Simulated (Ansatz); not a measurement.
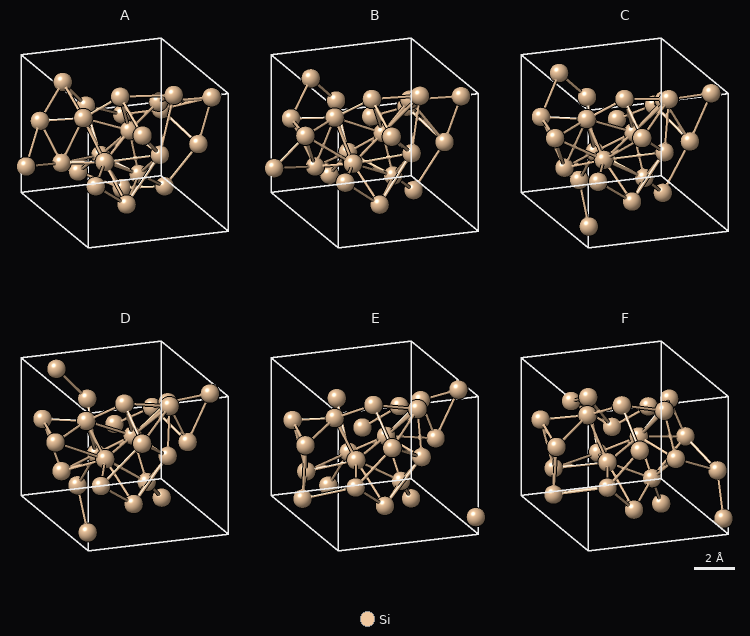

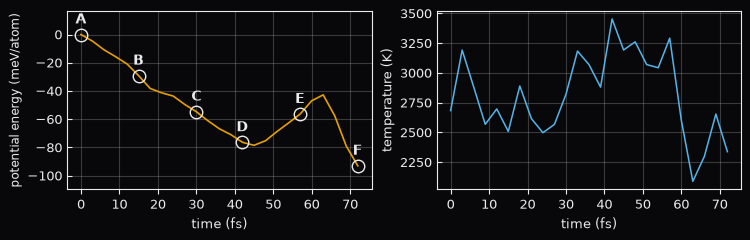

Molecular dynamics of an amorphous cell of composition Si (24 atoms in the cell), 72 fs long. Frames (A at 0 fs, B at 15 fs, C at 30 fs, D at 42 fs, E at 57 fs, F at 72 fs) and the history of the run. Style: ball-and-stick. Shown: the simulation cell, from a free direction. Atoms that leave the cell re-enter on the other side. Bonds to atoms that aren't drawn are left out.

Theory: DFT PBE, scalar-relativistic, plane waves, PAW in Ansatz 0.2.0. Set-up: plane-wave cutoff 320 eV; k-point mesh 1 × 1 × 1; Fermi-Dirac smearing 0.241 eV; volume 0.92 times that of the relaxed crystal; set temperature 2800 K; time step 3 fs.

Describe the run.

Answer. Root-mean-square distances from the starting positions over the second half, with the common drift of all atoms taken out: Si 0.64 Å. That is already a fair part of the typical shortest distance between atoms in the first frame, about 2.3 Å and still growing, as in a liquid, though 72 fs is too short to measure diffusion. Bond changes: 5 Si–Si bonds form between 39 fs and 69 fs; 6 Si–Si bonds break between 45 fs and 60 fs. The mean temperature in the second half is 2865 K (standard deviation 414 K). The potential energy in the second half lies on average 67.3 meV per atom below the first frame. The mean pressure there is 5.2 GPa.

Limits of the set-up: the cutoff lies below the recommended one; the periodic images lie only 7.5 Å apart, so the values are limited by the cell's size.

The run took 18 s on 2 threads of Intel(R) Xeon(R) 6975P-C (Granite Rapids) (shared host), peak memory 0.49 GiB.
